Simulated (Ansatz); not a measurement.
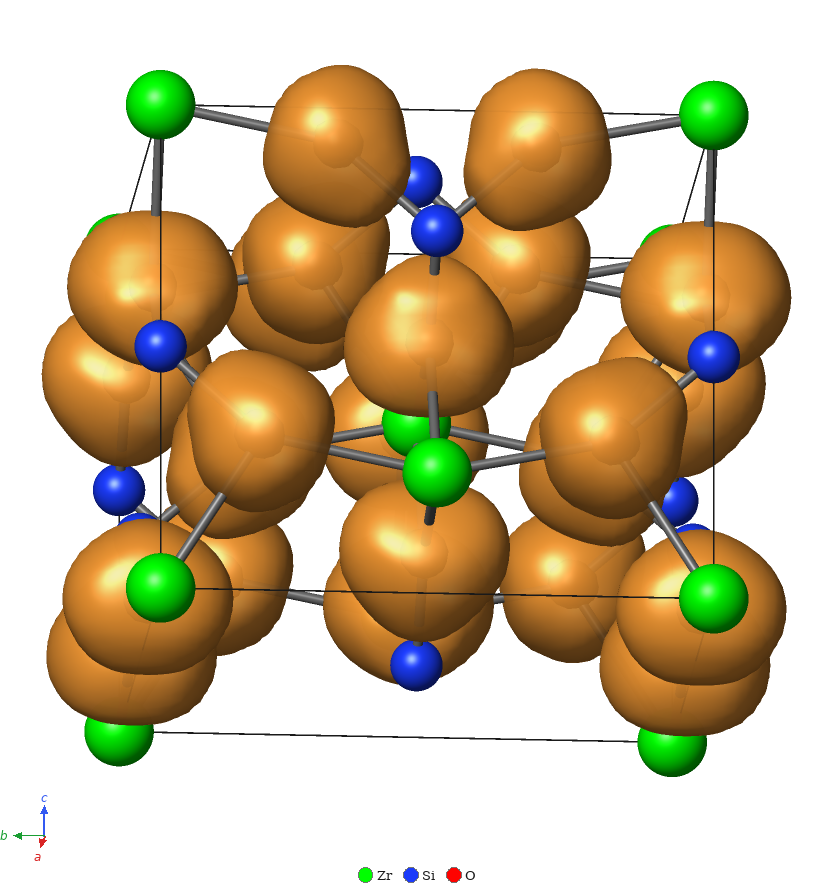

The picture shows: ZrSiO4. Isosurface of the ELF at 0.6 (orange), seen at an oblique angle. Only the valence region is drawn (cores and ρ < 0.01 e/Å³ removed). Sticks mark near contacts.

Space group I4₁/amd; a structure from a database of computed crystals, not necessarily the ambient phase.

Method: DFT PBE, scalar-relativistic, plane waves, PAW (Ansatz 0.2.0).

Q: Describe the localisation domains.

A: The surface consists of 16 regions on O in which the atom's valence shell and bonds are merged, counted in one cell of 24 atoms. Any copies at cell faces, edges or corners count once. Along the contacts the grid gives the following. Si–O (1.64 Å): the ELF peaks at about 0.85 between the atoms, as expected for a shared but strongly polarised pair. Zr–O (2.15 Å): the ELF peaks at about 0.85 in the valence shell of O, 0.6 Å from its nucleus, and drops to about 0.20 between the two atoms; no localised pair shows between them.

Q: Does the calculation make it a metal, or give it a gap?

A: It is gapped, with a Kohn–Sham gap of 4.6 eV on the k-point mesh, an upper bound to the gap of this method.
